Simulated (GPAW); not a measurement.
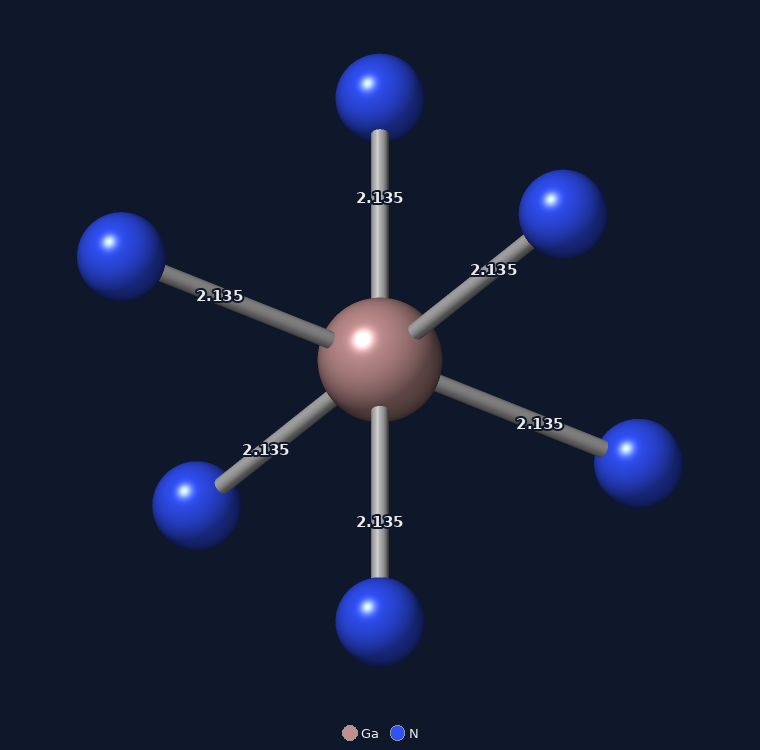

The surroundings of site Ga1 (at 0.000, 0.000, 0.000) in GaN (Fm-3m, No. 225), with bond lengths in Å.

Origin of the cell: a cell listed in the Materials Project, as set up for an electronic-structure calculation.

```
Ga N
1.0
     4.27047    0.00000    0.00000
     0.00000    4.27047    0.00000
     0.00000    0.00000    4.27047
Ga N
4 4
Direct
  0.00000 0.00000 0.00000
  0.00000 0.50000 0.50000
  0.50000 0.00000 0.50000
  0.50000 0.50000 0.00000
  0.50000 0.00000 0.00000
  0.50000 0.50000 0.50000
  0.00000 0.00000 0.50000
  0.00000 0.50000 0.00000
```

Bond valence s = exp((R0 − d)/b), R0 fitted to published crystal structures with b = 0.37 Å; R0 in Å: Ga3+–N 1.897.

Calculate the bond-valence sum of Ga1 from the bonds drawn.

6 × 0.526 = 3.15 v.u., against a formal valence of 3: overbonded (bonds short for this ion) by 0.15.

And over the whole structure?

| site | x, y, z | formal valence | bond-valence sum | difference |
| --- | --- | --- | --- | --- |
| Ga1 | 0.000, 0.000, 0.000 | +3 | 3.22 | 0.22 |
| N1 | 0.500, 0.000, 0.000 | −3 | 3.22 | 0.22 |

These sums include all anions within 5 Å. The global instability index (root mean square of the differences over all atoms) is 0.22 v.u.: above 0.2, which by the usual rule of thumb marks a strained structure. The cell was not relaxed for this table, and a volume that is off by a few per cent shifts all sums together.
